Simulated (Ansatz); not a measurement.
Consider Sn₈O₁₇ (cell with a defect).

Input file:

```
crystal:
  lattice:
    - [-4.8271899931, 4.8271899931, 0.0]
    - [-4.8271899931, -4.8271899931, 0.0]
    - [4.8271899931, 0.0, 6.4763047095]
  atoms:
    - { symbol: Sn, position: [0.625, 0.125, 0.25] }
    - { symbol: Sn, position: [0.875, 0.375, 0.75] }
    - { symbol: Sn, position: [0.125, 0.625, 0.25] }
    - { symbol: Sn, position: [0.375, 0.875, 0.75] }
    - { symbol: Sn, position: [0.5, 0.5, 0.0] }
    - { symbol: Sn, position: [0.75, 0.75, 0.5] }
    - { symbol: Sn, position: [0.0, 1.0, 0.0] }
    - { symbol: Sn, position: [0.25, 0.25, 0.5] }
    - { symbol: O, position: [0.9315765205, 0.125, 0.25] }
    - { symbol: O, position: [0.1815765205, 0.375, 0.75] }
    - { symbol: O, position: [0.4284903794, 0.6284984692, 0.2428005356] }
    - { symbol: O, position: [0.6815765205, 0.875, 0.75] }
    - { symbol: O, position: [0.3158857168, 0.1140684655, 0.2546053293] }
    - { symbol: O, position: [0.5684234795, 0.375, 0.75] }
    - { symbol: O, position: [0.8184234795, 0.625, 0.25] }
    - { symbol: O, position: [0.0684234795, 0.875, 0.75] }
    - { symbol: O, position: [0.5, 0.1934234795, 0.0] }
    - { symbol: O, position: [0.75, 0.4434234795, 0.5] }
    - { symbol: O, position: [0.016496747, 0.700130098, -0.006857073] }
    - { symbol: O, position: [0.25, 0.9434234795, 0.5] }
    - { symbol: O, position: [0.5053655055, 0.8141813425, 0.0052655088] }
    - { symbol: O, position: [0.75, 0.0565765205, 0.5] }
    - { symbol: O, position: [0.0, 0.3065765205, 0.0] }
    - { symbol: O, position: [0.25, 0.5565765205, 0.5] }
    - { symbol: O, position: [0.335010971, 0.8224973225, 0.1458359309] }
  host:
    lattice:
      - [4.8271899931, 0.0, 0.0]
      - [0.0, 4.8271899931, 0.0]
      - [0.0, 0.0, 3.2381523548]
    atoms:
      - { symbol: Sn, position: [0.5, 0.5, 0.5] }
      - { symbol: Sn, position: [0.0, 0.0, 0.0] }
      - { symbol: O, position: [0.1934234795, 0.8065765205, 0.5] }
      - { symbol: O, position: [0.8065765205, 0.1934234795, 0.5] }
      - { symbol: O, position: [0.3065765205, 0.3065765205, 0.0] }
      - { symbol: O, position: [0.6934234795, 0.6934234795, 0.0] }
basis:
  ecutwfc: 420
  xc_grid: 2
kpoints:
  mp_grid: { grid: [3, 3, 3], shift: [0.0, 0.0, 0.0] }
hamiltonian:
  xc: pbe
scf:
  occupations: { method: gaussian, width: 0.02 }
output:
  forces: true
  stress: false
  eigenvalues: true
  charged_corrections:
    defect_position: [0.3125, 0.8125, 0.125]
    epsilon: [[14.0244, 0.0, 0.0], [0.0, 14.0244, 0.0], [0.0, 0.0, 10.8933]]
  write_density: true
  write_potential: true
  elf: true
  volumetric_format: npy
relax:
  adjacent_minimum: "off"
  f_tol: 0.03
  max_steps: 40
```

Launched as:

```sh
ansatz run input.yaml --threads 8 --pin off --max-ram 16384MiB --backend cpu --events-out ev --progress --plain --runs-dir out
```

The fields are those of the relaxed geometry.

All numbers below come from DFT PBE, scalar-relativistic, plane waves, PAW (Ansatz 0.2.0).

> What can the converged valence pseudo-density and electron localisation function tell about the bonding?

Sn–O (2.08 Å): the density is about 0.63 e/Å³ at the midpoint; the ELF peaks at about 0.80 in the valence shell of O, 0.6 Å from its nucleus, and is about 0.25 at the midpoint (no localised pair shows between them).

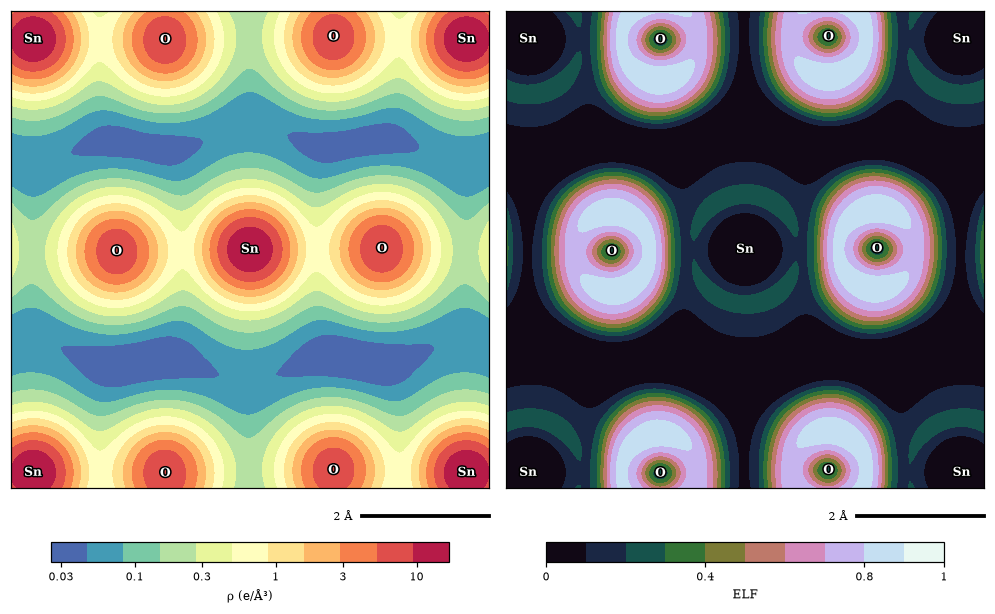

Computed valence pseudo-density and electron localisation function on the (001) plane of the calculation cell, in this order. 

Core electrons are frozen (PAW), and the valence fields are smoothed inside the atomic spheres.
